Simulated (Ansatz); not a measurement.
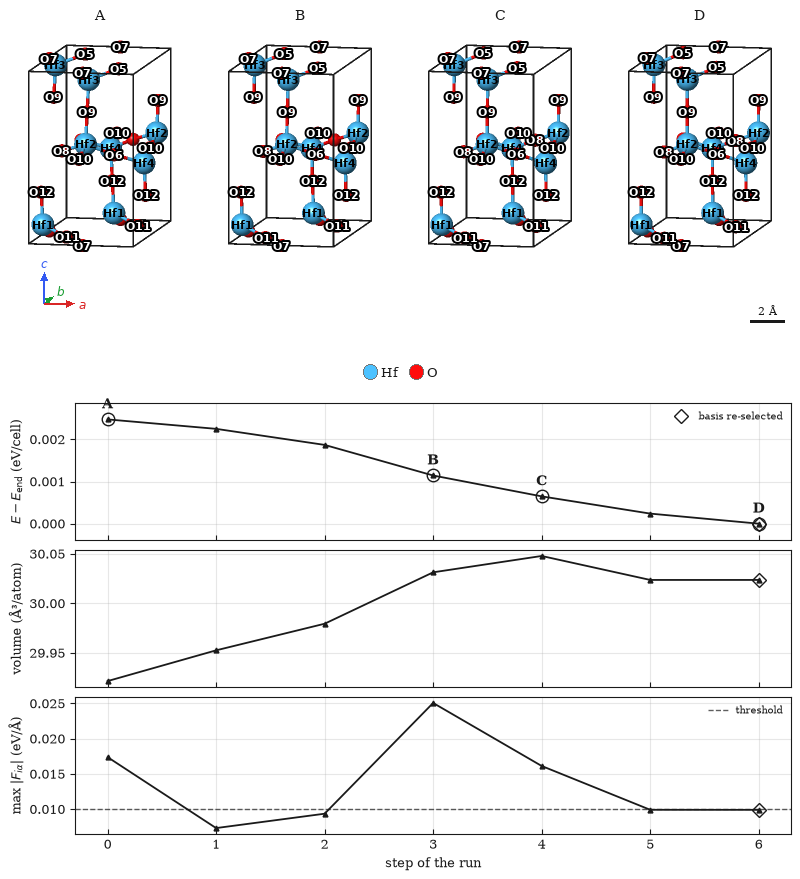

Frames of a relaxation of a crystal of HfO2 (a generated structure, set up in P2_1), marked on the history of the run. A ball-and-stick model of the conventional cell (2 times the calculation's cell), seen slightly off an axis. Lengths and directions refer to the drawn axes.

Case: Si → Hf on all its sites, cell and atoms relaxed.

Method: DFT r2SCAN, scalar-relativistic, plane waves, PAW in Ansatz.

The input:
```yaml
crystal:
  lattice:
    - [6.3246070518, 0.0, -0.0291964869]
    - [0.0, 10.3357340464, 0.0]
    - [-3.1371217383, 0.0, 5.5072520523]
  atoms:
    - { symbol: Hf, position: [0.6513757586, 0.938817223, 0.3331388336] }
    - { symbol: Hf, position: [0.3486242414, 0.438817223, 0.6668611664] }
    - { symbol: Hf, position: [0.318184256, 0.0636843441, 0.6667475847] }
    - { symbol: Hf, position: [0.681815744, 0.5636843441, 0.3332524153] }
    - { symbol: O, position: [0.9798523313, 0.0085252945, 0.5023106313] }
    - { symbol: O, position: [0.0201476687, 0.5085252945, 0.4976893687] }
    - { symbol: O, position: [0.4824150168, 0.0012166505, -7.98404e-05] }
    - { symbol: O, position: [0.5225347088, 0.4940068278, 0.5024648167] }
    - { symbol: O, position: [0.3334074256, 0.25125066, 0.6668091203] }
    - { symbol: O, position: [0.5175849832, 0.5012166505, 1.0000798404] }
    - { symbol: O, position: [0.4774652912, 0.9940068278, 0.4975351833] }
    - { symbol: O, position: [0.6665925744, 0.75125066, 0.3331908797] }
basis:
  ecutwfc: 500
kpoints:
  mp_grid: { grid: [4, 4, 4] }
hamiltonian:
  xc: r2scan
scf:
  occupations: { method: gaussian, width: 0.02 }
output:
  forces: true
  stress: true
  eigenvalues: true
relax:
  adjacent_minimum: "off"
  f_tol: 0.01
  max_steps: 60
  cell: { stress_tol: 0.1 }
```

Command:
```bash
ansatz run input.yaml --threads 2 --pin off --max-ram 5120MiB --backend cpu --events-out ev --progress --plain --runs-dir out
```

What happens along the run?

Answer. After 5 accepted moves (6 points after the start) the energy has fallen by 2.5 meV per cell of the calculation. Largest force component: 0.017 eV/Å at the start, 0.0099 eV/Å at the end. The pressure goes from 0.08 to −0.02 GPa. The SCF was repeated once at an unchanged geometry on a basis and grid sized afresh for the cell, which shifted the energy by 0.2 meV per cell of the calculation at most. The largest moves relative to the cell, 0.15 Å, are those of O5, O6, O8 and O11. O5 goes roughly along [−3 0 1]. By element the largest moves are O 0.15 Å, Hf 0.09 Å. The drawn cell changes as follows: a 6.325 → 6.344 Å (+0.3 %), b 10.985 → 10.982 Å (0.0 %), c 10.336 → 10.342 Å (+0.1 %); the volume changes by +0.3 %. Among the angles between lasting bonds that change: Hf2–O8–Hf4 175.0° → 179.8°. The space group stays C222_1 (No. 20). The run took 9.1 min on 2 threads of Oxide Virtual Turin-like Processor (Zen 5) (shared host), peak memory 1.9 GiB. From step 0 to 3: O atoms move most (0.07 Å), volume +0.4 %, energy −1.3 meV per cell of the calculation. From step 3 to 4: O atoms move most (0.05 Å), energy −0.5 meV per cell of the calculation. From step 4 to 6: O atoms move most (0.03 Å), energy −0.6 meV per cell of the calculation.

```csv
step,"E − E(0), meV/atom","largest force component, eV/Å","pressure, GPa","volume, Å³/atom",note
0,0.00,0.0174,0.08,29.922,
1,-0.02,0.0073,0.00,29.953,
2,-0.05,0.0094,-0.04,29.979,
3,-0.11,0.0251,-0.10,30.031,
4,-0.15,0.0161,-0.10,30.048,
5,-0.19,0.0099,-0.02,30.024,
6,-0.21,0.0099,-0.02,30.024,"same geometry, new basis"
```
